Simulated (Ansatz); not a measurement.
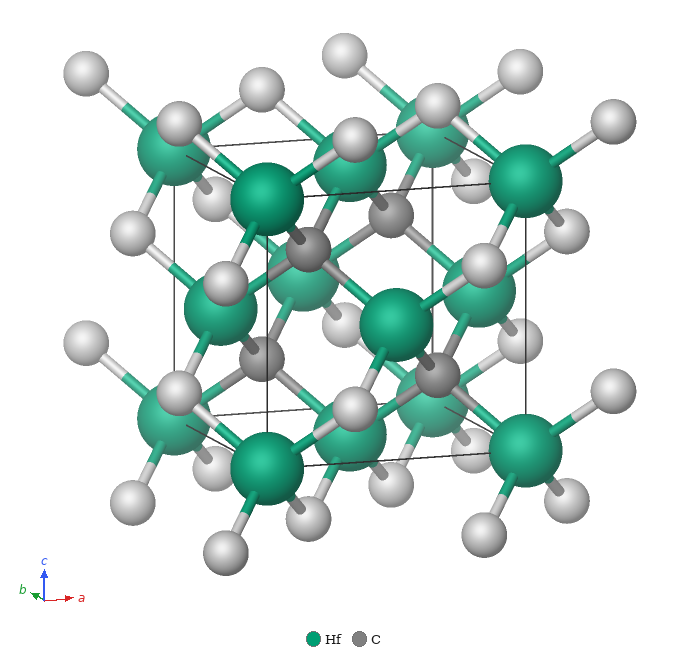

A ball-and-stick rendering, viewed slightly off an axis. The wireframe shows the conventional unit cell. Neighbours across the faces are drawn wherever a bond reaches them, in fainter colours. Cell: a = 5.03 Å, b = 5.03 Å, c = 5.03 Å, α = 90.00°, β = 90.00°, γ = 90.00°.

The initial geometry was a structure type filled with these elements by a generator (whether the compound takes this form wasn't checked). Earlier steps of the study may have refined or changed the cell and positions. Ansatz was used for an electronic-structure calculation on it.

Question: Describe the crystal.

Answer: The stoichiometry is HfC. It belongs to space group F-43m (No. 216) and has a face-centred cubic lattice. Type of structure: zinc blende (sphalerite type). Cell content 4 Hf, 4 C; Z = 4. The Hf atoms are each bonded to four C in a tetrahedral arrangement at about 2.2 Å. Each C has four Hf in a tetrahedral arrangement at about 2.2 Å. Not all metal-metal contacts are counted. The bonds build a three-dimensional framework.

Setup: DFT r2SCAN, scalar-relativistic, plane waves, PAW in Ansatz; E_cut = 500 eV, k-points about 0.18 Å⁻¹ apart, Gaussian smearing of 0.05 eV, no spin polarisation.

Question: Is the electronic structure metallic or gapped?

Answer: A semiconductor at this level, with a gap of 0.57 eV, direct.

Question: What are the atomic charges by Bader's partition?

Answer: Hf +2.06 e; C -2.06 e.

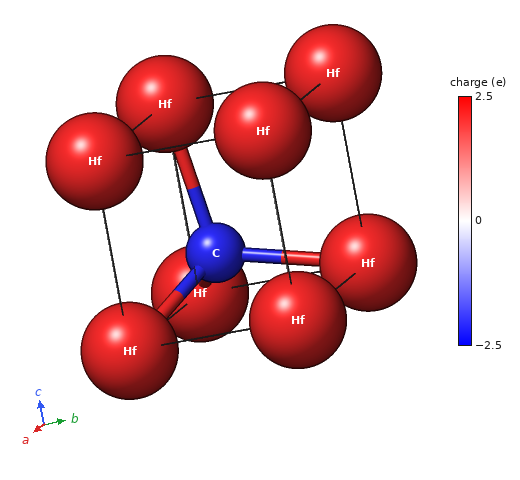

The atoms coloured by those charges. The run's cell of 2 atoms is drawn, so axes and origin can differ from the first picture.

Question: Is this an equilibrium geometry for the method given?

Answer: Yes. All forces vanish to within 0.01 eV/Å. The pressure is 0.1 GPa, close to zero.
